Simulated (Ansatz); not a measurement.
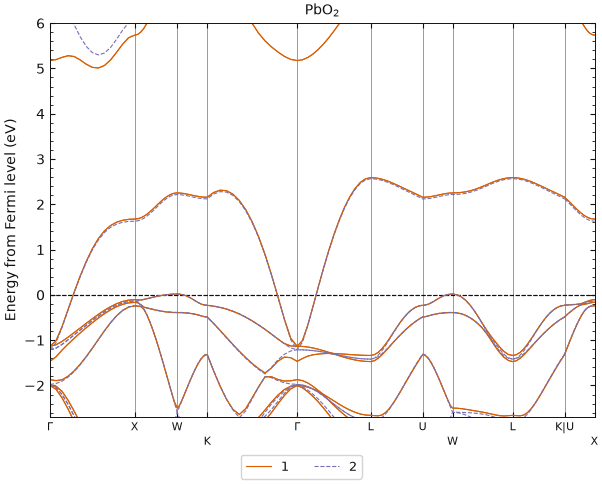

Band structures of fluorite-type PbO2, space group Fm-3m (No. 225), 3 atoms in the primitive cell (cubic a = 5.404 Å), by two methods on the same cell. Each is counted from its own Fermi level.

**Which curve is which? The methods: PBEsol+SOC, PBEsol.**

1 is PBEsol+SOC; 2 is PBEsol. PBEsol+SOC gives a metal and PBEsol gives a metal. Spin-orbit coupling splits levels that are degenerate without it.

Settings. PBEsol+SOC: Ansatz PAW, spin-orbit coupling, no magnetisation, 9×9×9 k mesh, 420 eV cutoff, Fermi-Dirac smearing of 0.05 eV (Ansatz 0.2.0). PBEsol: Ansatz PAW, no spin polarisation, no spin-orbit coupling, 9×9×9 k mesh, 420 eV cutoff, Fermi-Dirac smearing of 0.05 eV (Ansatz).

The cell is at −6 GPa in PBEsol+SOC and −6 GPa in PBEsol. The PAW data sets were made with another functional. The cell comes from a database of computed structures, and whether it is the stable form of this composition wasn't checked.
